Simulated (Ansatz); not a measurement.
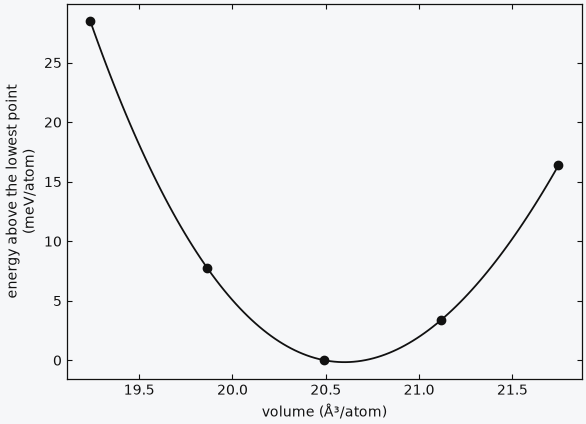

The figure shows the energy above the lowest point against volume.

Method: equation of state of a cubic crystal from periodic Kohn-Sham density functional theory without spin, third-order Birch-Murnaghan fit to the free energies; pressure corrected for the finite basis (Ansatz 0.2.0 development build). Level: HSE06.

For which of these solids was it computed?
A. AlP, F-43m (No. 216)
B. Ir, Fm-3m (No. 225)
C. Pd, Fm-3m (No. 225)

A, AlP: energy above the lowest point from 0.0 meV/atom to 28.5 meV/atom, V0 20.6 Å³/atom, B0 90.8 GPa. The others give: Ir, energy above the lowest point from 0.0 meV/atom to 82.4 meV/atom, V0 14.01 Å³/atom, B0 396 GPa; Pd, energy above the lowest point from 0.0 meV/atom to 34.3 meV/atom, V0 14.85 Å³/atom, B0 176 GPa.

For AlP, limits of the calculation: modest k-mesh, values are not fully converged in k.

For Ir, limits of the calculation: coarse k-mesh, values are not converged in k.

For Pd, limits of the calculation: coarse k-mesh, values are not converged in k; no spin polarisation, a magnetic state may lie lower.
